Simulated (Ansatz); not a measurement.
Start from this file.

Space group Cmcm (No. 63). a = 3.252 Å, b = 5.496 Å, c = 14.799 Å, α = 90.00°, β = 90.00°, γ = 90.00°
```tsv
atom	site	symmetry	x	y	z
W	4c	m2m	0.5000	0.8324	0.2500
S	8f	m..	0.5000	0.8328	0.6444
```

> Say what kind of structure these coordinates give.

Formula: WS2. The structure has Cmcm (No. 63) symmetry and a base-centred orthorhombic lattice. Cell content 4 W, 8 S; Z = 4. W is coordinated by six S in a trigonal prismatic arrangement at 2.41 to 2.43 Å. S is linked to three W in a trigonal pyramidal arrangement at 2.41 to 2.43 Å. Not all metal-metal contacts are counted. The bonds build WS2 layers parallel to (001).

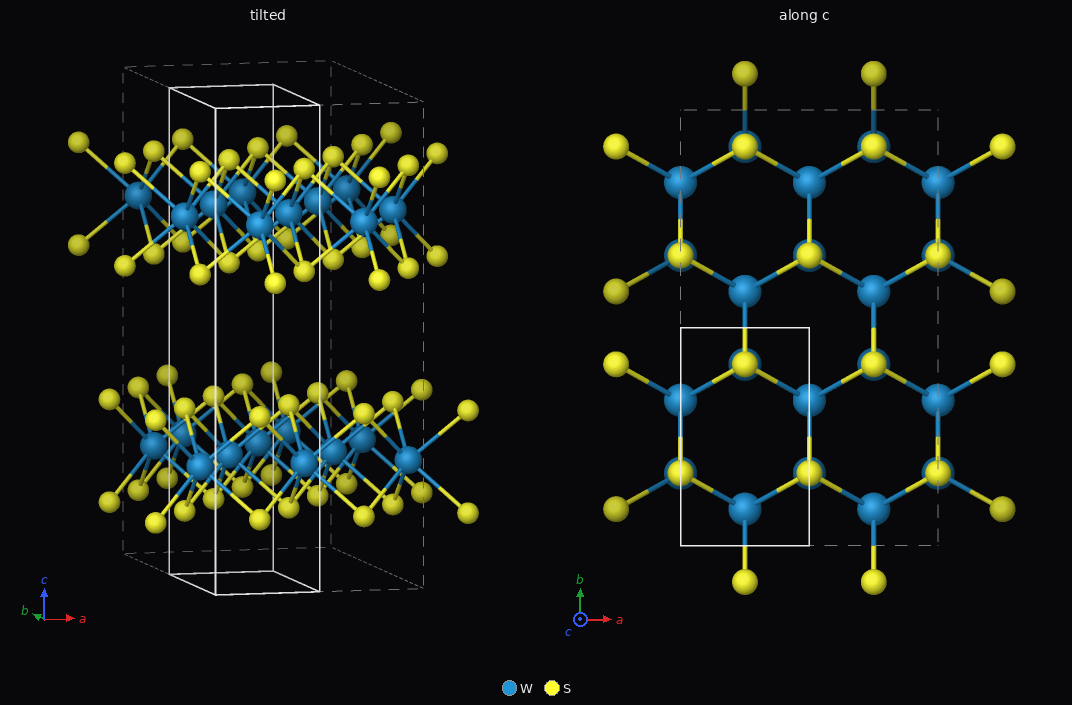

Structure drawing (ball-and-stick), viewed slightly off an axis and along the c axis. Shown are 2×2×1 repeats of the conventional unit cell, one of them outlined in solid lines. Some neighbours outside the box are added. Colours: tungsten blue, sulfur yellow.

The structure was taken from a structure listed in the Materials Project. The cell was then strained or its atoms displaced on purpose. An electronic-structure calculation with Ansatz was run on it.
